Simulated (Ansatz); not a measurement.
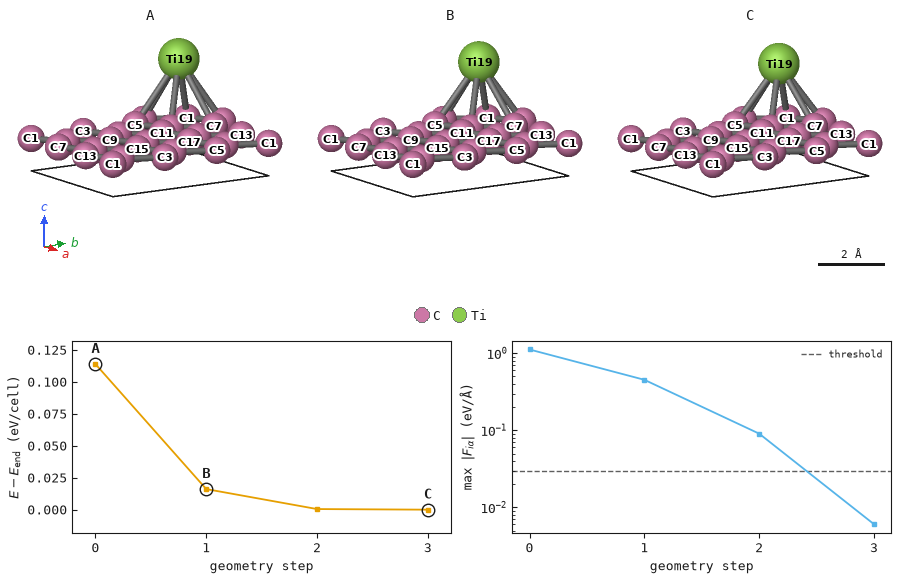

Frames of a relaxation of a slab of composition TiC18, marked on the history of the run. A ball-and-stick model of the cell of the calculation, outlined in the plane, without the vacuum, seen slightly off an axis.

It is Ti on graphene monolayer, set down by a guess. The run prepares an end point of a later path (adatom hop) calculation, from a guessed geometry.

Theory: DFT PBE, scalar-relativistic, plane waves, PAW (Ansatz). (plane-wave cutoff 420 eV; k-point mesh 2 × 2 × 1; occupations fermi dirac; smearing width 0.05 eV; collinear spin; atoms relaxed in a fixed cell; force threshold 0.03 eV/Å; at most 60 steps)

Question: Describe the path.

Answer: The energy falls by 0.114 eV per cell of the calculation in 3 geometry steps. The largest force component goes from 1.1 to 0.006 eV/Å. The largest move relative to the layer's centre is that of the Ti atom, 0.15 Å at 7° to the normal (−c side). Largest moves by element: Ti 0.15 Å, C 0.02 Å. The cell stays as it was. Near-neighbour distances that change, for instance: C–Ti 2.443 → 2.325 Å, C–Ti 2.423 → 2.325 Å, C–C 1.424 → 1.416 Å. Among the angles between lasting bonds that change: C–Ti–C 71.7° → 76.0°, C–Ti–C 61.1° → 64.4°. Cost: 18 s on 2 threads of Intel(R) Xeon(R) Platinum 8488C (Sapphire Rapids), with other jobs on the host, peak memory 0.96 GiB. From step 0 to 1: the Ti atom moves most (0.09 Å), energy −97.9 meV per cell of the calculation. From step 1 to 3: the Ti atom moves most (0.05 Å), energy −16.1 meV per cell of the calculation.

```csv
step,"E − E(0), meV/atom","largest force component, eV/Å"
0,0.00,1.1179
1,-5.15,0.4520
2,-5.97,0.0905
3,-6.00,0.0060
```

Limits of the set-up: the k-point mesh is coarse for a cell with partly filled bands; the periodic images lie only 7.4 Å apart, so the values are limited by the cell's size.
